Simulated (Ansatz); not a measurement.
A periodic structure is given below.

```
CELL_PARAMETERS angstrom
2.89330 0.00000 0.00000
0.00000 2.89330 0.00000
0.00000 0.00000 2.89330
ATOMIC_POSITIONS crystal
Al 0.50000 0.50000 0.50000
Ni 0.00000 0.00000 0.00000
```

> Describe what this structure looks like.

The formula is AlNi. The symmetry is that of Pm-3m (No. 221), on a primitive cubic lattice. Prototype: caesium chloride (CsCl, B2) type. Cell content 1 Al, 1 Ni; Z = 1. Al is coordinated by eight Ni in a cubic arrangement at 2.51 Å. Each Ni atom is coordinated by eight Al in a cubic arrangement at 2.51 Å. The bonds build a three-dimensional framework.

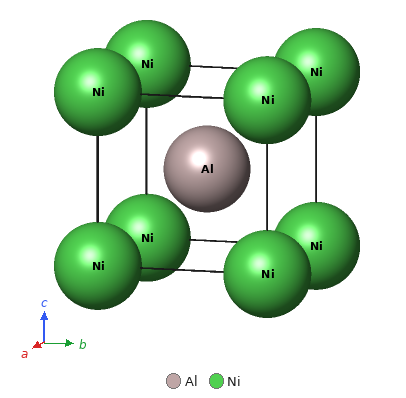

Structure drawing (spheres-only), viewed slightly off an axis. Thin lines show the conventional unit cell, with boundary atoms drawn in all their periodic places.

The starting point was a structure listed in the Materials Project. This is the structure after a relaxation with Ansatz, DFT PBE, scalar-relativistic, plane waves, PAW.
